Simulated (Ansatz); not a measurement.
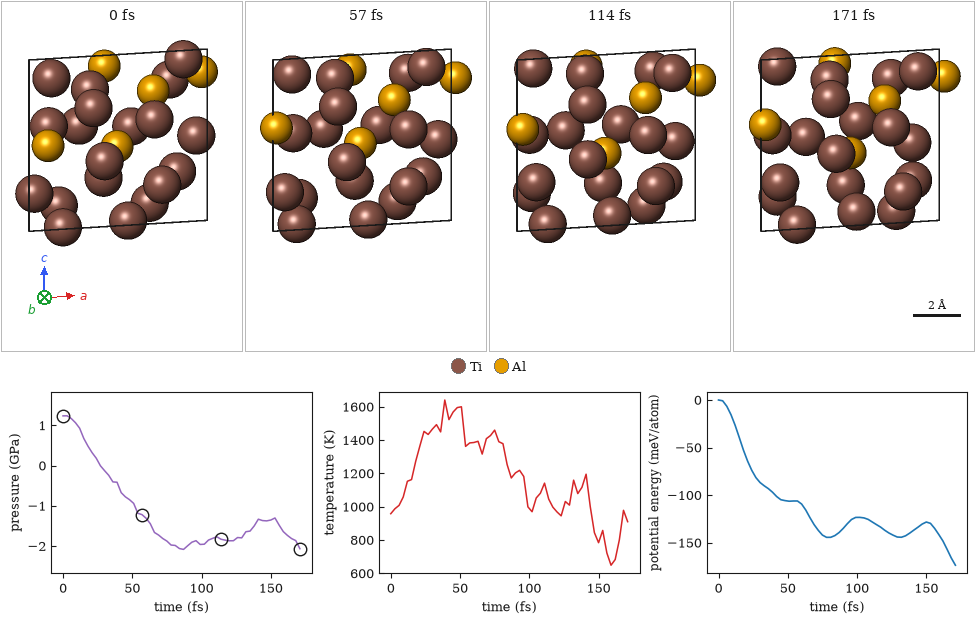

A Born-Oppenheimer molecular dynamics run of an amorphous cell of composition Ti19Al5 (24 atoms in the cell), 171 fs long. It starts from the last geometry of an earlier run, with fresh velocities. Frames and the history of the run. The picture is a spheres-only view of the simulation cell, seen along the b axis.

Theory: DFT PBE, scalar-relativistic, plane waves, PAW in Ansatz 0.2.0. Run with plane-wave cutoff 420 eV; k-point mesh 1 × 1 × 1; Fermi-Dirac smearing 0.0862 eV; volume 1.05 times that of the relaxed crystal; set temperature 1000 K; time step 3 fs.

Input file:
```yaml
crystal:
  lattice:
    - [7.766553, -0.128644, 0.232017]
    - [-0.128644, 7.669709, 0.030364]
    - [0.232017, 0.030364, 7.436665]
  atoms:
    - { symbol: Ti, position: [0.8301390105, 0.4315902392, 0.2967750565] }
    - { symbol: Ti, position: [0.4242592407, 0.195773571, 0.3822724159] }
    - { symbol: Ti, position: [0.7888339895, 0.9606545815, 0.8363092307] }
    - { symbol: Ti, position: [0.3617118608, 0.2094864928, 0.6960516855] }
    - { symbol: Ti, position: [0.1673931053, 0.7266687647, 0.1402222736] }
    - { symbol: Ti, position: [0.0301878223, 0.126195761, 0.2176064081] }
    - { symbol: Ti, position: [0.5555955358, 0.2385795688, 0.0268418143] }
    - { symbol: Ti, position: [0.1901359289, 0.3734185519, 0.0111896641] }
    - { symbol: Ti, position: [0.8656754566, 0.2890222532, 0.9493042657] }
    - { symbol: Ti, position: [0.9376978678, 0.7151523461, 0.499390382] }
    - { symbol: Ti, position: [0.2812053386, 0.8099571063, 0.5989140912] }
    - { symbol: Ti, position: [0.5733497118, 0.8778794421, 0.5757880811] }
    - { symbol: Ti, position: [0.1258579692, 0.9711867757, 0.8855138137] }
    - { symbol: Ti, position: [0.4178908672, 0.8595441221, 0.286099655] }
    - { symbol: Ti, position: [0.7467892676, 0.0041563505, 0.2245189293] }
    - { symbol: Ti, position: [0.1113916051, 0.4671781268, 0.606012677] }
    - { symbol: Ti, position: [0.7034521408, 0.2246339046, 0.6086297192] }
    - { symbol: Ti, position: [0.3417929895, 0.5817271409, 0.8067619854] }
    - { symbol: Ti, position: [0.6766755697, 0.6336023323, 0.1234022835] }
    - { symbol: Al, position: [0.4939188381, 0.5373594657, 0.4638115558] }
    - { symbol: Al, position: [0.9669804191, 0.6659710628, 0.8695990062] }
    - { symbol: Al, position: [0.107190031, 0.0608075899, 0.4930401081] }
    - { symbol: Al, position: [0.6961369713, 0.5470241054, 0.7764839857] }
    - { symbol: Al, position: [0.4218960647, 0.8978144549, 0.938093524] }
  symmetry: { detect: false }
basis:
  ecutwfc: 420
  xc_grid: 1
kpoints:
  mp_grid: { grid: [1, 1, 1], shift: [0.25, 0.25, 0.25] }
hamiltonian:
  xc: pbe
scf:
  occupations: { method: fermi_dirac, width: 0.0862 }
  lower_state_search: "off"
  convergence: { dr2_threshold: 1.0e-05 }
output:
  forces: true
  stress: true
md:
  timestep: 3.0
  n_steps: 57
  ensemble: nvt_langevin
  friction: 0.015
  temperature: 1000.0
  initial_velocities: maxwell_boltzmann
  seed: 3862
```

Run as
```bash
ansatz run input.yaml --threads 2 --pin off --max-ram 5120MiB --backend cpu --events-out ev --progress --plain --runs-dir out
```

**What do the frames and curves show?**

Root-mean-square distances from the starting positions over the second half, with the common drift of all atoms taken out: Al 0.62 Å, Ti 0.61 Å. Against the typical shortest distance between atoms in the first frame, about 2.4 Å these are large excursions, but over 171 fs one can't yet tell strong vibration from the start of diffusion. Over the second half the temperature averages 993 K (spread ±157 K). The temperature is still falling (1442 K in the second quarter, 913 K in the last), so the run isn't equilibrated. The potential energy in the second half lies on average 137 meV per atom below the first frame. The first frame is far from relaxed (forces up to 4.0 eV/Å), so much of the motion is the structure settling. The mean pressure there is −1.7 GPa.

Limits of the set-up: the k-point mesh is coarse for a cell with partly filled bands; the periodic images lie only 7.4 Å apart, so the values are limited by the cell's size.
